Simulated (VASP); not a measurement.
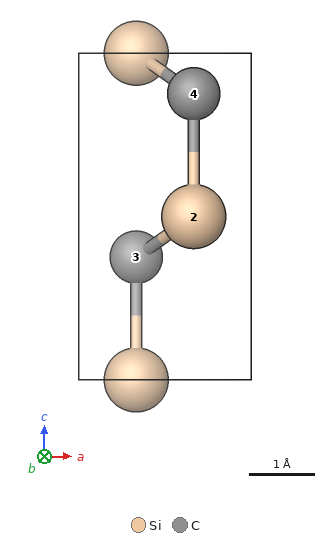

Figure 1. The input geometry (ball-and-stick view of the cell of the calculation, along the b axis; atoms are numbered from 1 in the order of the input). Near neighbours in the crystal (not all of them lie inside the picture): Si has 4 C at 1.89 to 1.91 Å; C has 4 Si at 1.89 to 1.91 Å.

**Geometry relaxation, with input and output: SiC**

System: SiC (4 atoms in the cell).
Method: DFT, LDA, plane waves, PAW (VASP 6.6.1).

The structure was built on a prototype by a generator. The geometry comes from this level: PBE.

OSZICAR
```
N       E                     dE             d eps       ncg     rms          rms(c)
DAV:   1     0.250348893942E+02    0.25035E+02   -0.77825E+03  1824   0.101E+03
DAV:   2    -0.347068052151E+02   -0.59742E+02   -0.54420E+02  2616   0.167E+02
DAV:   3    -0.374568617353E+02   -0.27501E+01   -0.27389E+01  2456   0.323E+01
DAV:   4    -0.374782411776E+02   -0.21379E-01   -0.21377E-01  2232   0.356E+00
DAV:   5    -0.374784601319E+02   -0.21895E-03   -0.21895E-03  2416   0.340E-01    0.131E+01
DAV:   6    -0.334376256683E+02    0.40408E+01   -0.71669E+00  2328   0.165E+01    0.603E+00
DAV:   7    -0.333268803566E+02    0.11075E+00   -0.12256E+00  2560   0.647E+00    0.247E+00
DAV:   8    -0.332865766583E+02    0.40304E-01   -0.64052E-02  2120   0.153E+00    0.713E-01
DAV:   9    -0.332807133173E+02    0.58633E-02   -0.82512E-03  2320   0.624E-01    0.111E-01
DAV:  10    -0.332807792606E+02   -0.65943E-04   -0.59861E-04  2104   0.151E-01    0.612E-02
DAV:  11    -0.332807852367E+02   -0.59761E-05   -0.19401E-05  2488   0.325E-02    0.171E-02
DAV:  12    -0.332807844767E+02    0.75999E-06   -0.54744E-06  2312   0.143E-02    0.878E-03
DAV:  13    -0.332807837070E+02    0.76965E-06   -0.19400E-06  2416   0.859E-03    0.155E-03
DAV:  14    -0.332807837226E+02   -0.15561E-07   -0.14908E-07  1424   0.263E-03
   1 F= -.33280784E+02 E0= -.33280784E+02  d E =-.332808E+02
```

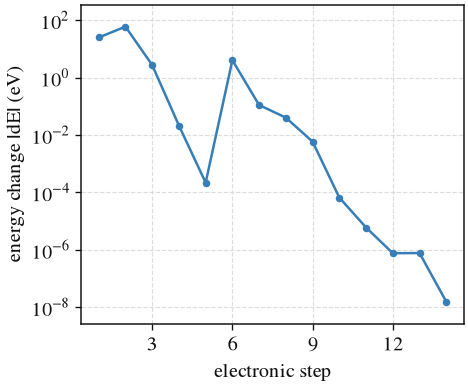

Figure 2. Convergence of the self-consistent field: energy change |dE| against the electronic step. It takes 14 electronic steps. The density is held fixed in the first few steps, and dE rises again when its update begins.

Parts of OUTCAR
```
k-points           NKPTS =     57   k-points in BZ     NKDIM =     57   number of bands    NBANDS=     16

   NELECT =      16.0000    total number of electrons

   dimension x,y,z NGX =    24 NGY =   24 NGZ =   40
   dimension x,y,z NGXF=    48 NGYF=   48 NGZF=   80

  energy-cutoff  :      600.00
  volume of cell :       40.62
      direct lattice vectors                 reciprocal lattice vectors
     3.057354153  0.000000000  0.000000000     0.327080197  0.188839840  0.000000000
    -1.528677076  2.647746365  0.000000000    -0.000000000  0.377679680  0.000000000
     0.000000000  0.000000000  5.017644798     0.000000000  0.000000000  0.199296690

 k-points in reciprocal lattice and weights: KPOINTS created by Atomic Simulation Env
   0.00000000  0.00000000  0.00000000       0.002
   0.08333333  0.00000000  0.00000000       0.010
   0.16666667  0.00000000  0.00000000       0.010
   0.25000000  0.00000000  0.00000000       0.010
   0.33333333  0.00000000  0.00000000       0.010
   0.41666667  0.00000000  0.00000000       0.010
   0.50000000  0.00000000  0.00000000       0.005
   0.08333333  0.08333333  0.00000000       0.010
   0.16666667  0.08333333  0.00000000       0.021
   0.25000000  0.08333333  0.00000000       0.021
   0.33333333  0.08333333  0.00000000       0.021
   0.41666667  0.08333333  0.00000000       0.021
   0.16666667  0.16666667  0.00000000       0.010
   0.25000000  0.16666667  0.00000000       0.021
   0.33333333  0.16666667  0.00000000       0.021
   0.41666667  0.16666667  0.00000000       0.010
   0.25000000  0.25000000  0.00000000       0.010
   0.33333333  0.25000000  0.00000000       0.021
   0.33333333  0.33333333  0.00000000       0.003
   0.00000000  0.00000000  0.25000000       0.003
   0.08333333  0.00000000  0.25000000       0.021
   0.16666667  0.00000000  0.25000000       0.021
   0.25000000  0.00000000  0.25000000       0.021
   0.33333333  0.00000000  0.25000000       0.021
   0.41666667  0.00000000  0.25000000       0.021
   0.50000000  0.00000000  0.25000000       0.010
   0.08333333  0.08333333  0.25000000       0.021
   0.16666667  0.08333333  0.25000000       0.042
   0.25000000  0.08333333  0.25000000       0.042
   0.33333333  0.08333333  0.25000000       0.042
   0.41666667  0.08333333  0.25000000       0.042
   0.16666667  0.16666667  0.25000000       0.021
   0.25000000  0.16666667  0.25000000       0.042
   0.33333333  0.16666667  0.25000000       0.042
   0.41666667  0.16666667  0.25000000       0.021
   0.25000000  0.25000000  0.25000000       0.021
   0.33333333  0.25000000  0.25000000       0.042
   0.33333333  0.33333333  0.25000000       0.007
   0.00000000  0.00000000  0.50000000       0.002
   0.08333333  0.00000000  0.50000000       0.010
   0.16666667  0.00000000  0.50000000       0.010
   0.25000000  0.00000000  0.50000000       0.010
   0.33333333  0.00000000  0.50000000       0.010
   0.41666667  0.00000000  0.50000000       0.010
   0.50000000  0.00000000  0.50000000       0.005
   0.08333333  0.08333333  0.50000000       0.010
   0.16666667  0.08333333  0.50000000       0.021
   0.25000000  0.08333333  0.50000000       0.021
   0.33333333  0.08333333  0.50000000       0.021
   0.41666667  0.08333333  0.50000000       0.021
   0.16666667  0.16666667  0.50000000       0.010
   0.25000000  0.16666667  0.50000000       0.021
   0.33333333  0.16666667  0.50000000       0.021
   0.41666667  0.16666667  0.50000000       0.010
   0.25000000  0.25000000  0.50000000       0.010
   0.33333333  0.25000000  0.50000000       0.021
   0.33333333  0.33333333  0.50000000       0.003

 E-fermi :   8.8312

 k-point     1 :       0.0000    0.0000    0.0000
  band No.  band energies     occupation
      1      -7.2028      2.00000
      2      -3.5173      2.00000
      3      -0.4001      2.00000
      4       7.0971      2.00000
      5       7.0971      2.00000
      6       8.3068      2.00000
      7       8.4217      2.00000
      8       8.4217      2.00000
      9      13.3390      0.00000
     10      14.8336      0.00000
     11      15.0842      0.00000
     12      15.0842      0.00000
     13      16.2314      0.00000
     14      17.3966      0.00000
     15      17.3966      0.00000
     16      19.7306      0.00000

 k-point     2 :       0.0833    0.0000    0.0000
  band No.  band energies     occupation
      1      -7.0802      2.00000
      2      -3.4119      2.00000
      3      -0.2862      2.00000
      4       6.4102      2.00000
      5       6.8812      2.00000
      6       7.9702      2.00000
      7       8.2293      2.00000
      8       8.3564      2.00000
      9      13.7229      0.00000
     10      14.6778      0.00000
     11      15.2218      0.00000
     12      15.3383      0.00000
     13      16.4204      0.00000
     14      17.1276      0.00000
     15      17.6977      0.00000
     16      18.8166      0.00000

 k-point     3 :       0.1667    0.0000    0.0000
  band No.  band energies     occupation
      1      -6.7151      2.00000
      2      -3.1044      2.00000
      3       0.0470      2.00000
      4       4.9059      2.00000
      5       6.3947      2.00000
      6       6.8702      2.00000
      7       7.9440      2.00000
      8       8.1361      2.00000
      9      13.2897      0.00000
     10      15.2551      0.00000
     11      15.5697      0.00000
     12      15.8166      0.00000
     13      15.8799      0.00000
     14      17.5369      0.00000
     15      18.0008      0.00000
     16      18.3363      0.00000

 k-point     4 :       0.2500    0.0000    0.0000
  band No.  band energies     occupation
      1      -6.1182      2.00000
      2      -2.6300      2.00000
      3       0.5568      2.00000
      4       3.2494      2.00000
      5       5.4885      2.00000
      6       5.8686      2.00000
      7       7.3913      2.00000
      8       7.8157      2.00000
      9      12.4345      0.00000
     10      14.2106      0.00000
     11      15.8294      0.00000
     12      16.0733      0.00000
     13      16.5079      0.00000
     14      17.7026      0.00000
     15      18.5121      0.00000
     16      19.2275      0.00000

 k-point     5 :       0.3333    0.0000    0.0000
  band No.  band energies     occupation
      1      -5.3158      2.00000
      2      -2.1100      2.00000
      3       0.9303      2.00000
      4       2.0844      2.00000
      5       4.0704      2.00000
      6       5.4343      2.00000
      7       6.5540      2.00000
      8       7.5079      2.00000
      9      11.7358      0.00000
     10      13.2590      0.00000
     11      15.7205      0.00000
     12      15.8537      0.00000
     13      16.9683      0.00000
     14      18.2401      0.00000
     15      19.3717      0.00000
     16      20.5241      0.00000

 [... the levels of 51 k-points are left out ...]

 k-point    57 :       0.3333    0.3333    0.5000
  band No.  band energies     occupation
      1      -2.2403      2.00000
      2      -2.2403      2.00000
      3       0.6078      2.00000
      4       0.6078      2.00000
      5       2.6576      2.00000
      6       2.6576      2.00000
      7       6.6733      2.00000
      8       6.6733      2.00000
      9      13.5257      0.00000
     10      13.5257      0.00000
     11      14.3553      0.00000
     12      14.3553      0.00000
     13      18.8419      0.00000
     14      18.8419      0.00000
     15      20.0418      0.00000
     16      20.0418      0.00000

  Total        0.0068758      0.0068758      0.0068468     -0.0000000      0.0000000      0.0000000
  in kB        0.2712146      0.2712146      0.2700717     -0.0000000      0.0000000      0.0000000
  external PRESSURE =       0.2708336 kB  Pullay stress =       0.0000000 kB

 POSITION                                       TOTAL-FORCE (eV/Angst)
 -----------------------------------------------------------------------------------
     -0.00000      1.76516      5.01561         0.000000      0.000000     -0.000864
      1.52868      0.88258      2.50679        -0.000000     -0.000000     -0.000864
     -0.00000      1.76516      1.88365        -0.000000      0.000000      0.000864
      1.52868      0.88258      4.39247         0.000000      0.000000      0.000864
 -----------------------------------------------------------------------------------
    total drift:                                0.000000      0.000000     -0.000043

  FREE ENERGIE OF THE ION-ELECTRON SYSTEM (eV)
  ---------------------------------------------------
  free  energy   TOTEN  =       -33.2807837226 eV

  energy  without entropy=      -33.2807837226  energy(sigma->0) =      -33.28078372
```

CONTCAR
```
Si C
   1.00000000000000
     3.0573541526685499    0.0000000000298354    0.0000000000000000
    -1.5286770763601132    2.6477463645618942    0.0000000000000000
     0.0000000000000000    0.0000000000000000    5.0176447977760921
  Si              C
     2     2
Direct
     0.3333333333333357    0.6666666666666643    0.9995954554563724
     0.6666666666666643    0.3333333333333357    0.4995954554563724
     0.3333333333333357    0.6666666666666643    0.3754045445436276
     0.6666666666666643    0.3333333333333357    0.8754045445436276

  0.00000000E+00  0.00000000E+00  0.00000000E+00
  0.00000000E+00  0.00000000E+00  0.00000000E+00
  0.00000000E+00  0.00000000E+00  0.00000000E+00
  0.00000000E+00  0.00000000E+00  0.00000000E+00
```

This output came from the following input.

INCAR
```
ENCUT = 600.000000
SIGMA = 0.020000
EDIFF = 1.00e-07
EDIFFG = -5.00e-03
GGA = CA
PREC = Accurate
IBRION = 2
ISIF = 3
ISMEAR = -1
NBANDS = 16
NELM = 120
NSW = 40
LASPH = .TRUE.
LCHARG = .FALSE.
LWAVE = .FALSE.
LREAL = .FALSE.
```

KPOINTS
```
KPOINTS created by Atomic Simulation Environment
0
Gamma
12 12 4
0 0 0
```

POSCAR
```
Si C
 1.0000000000000000
     3.0918273680621127    0.0000000000301718    0.0000000000000000
    -1.5459136840571859    2.6776010448426839   -0.0000000000000000
     0.0000000000000000    0.0000000000000000    5.0742733052383189
 Si  C
   2   2
Cartesian
 -0.0000000000174197  1.7850673632385132 -0.0020976691091829
  1.5459136840223464  0.8925336816343424  2.5350389835099767
 -0.0000000000174197  1.7850673632385132  1.9049501585735527
  1.5459136840223464  0.8925336816343424  4.4420868111927128
```

Command:
```bash
mpirun -np 1 vasp_std
```

Key numbers

| quantity | value |
| --- | --- |
| outcome | converged |
| space group (tolerance 0.01 Å) | P6₃mc (186) |
| electrons treated | 16 |
| free energy | −33.2808 eV |
| Fermi energy | 8.831 eV |
| pressure | 0.03 GPa |
| final volume | 40.62 Å³ |
| largest force (length of the vector) | 0.001 eV/Å |
| hardware | 1 CPU thread, shared host |
| wall time | 12 s |
| peak memory | 0.16 GiB |
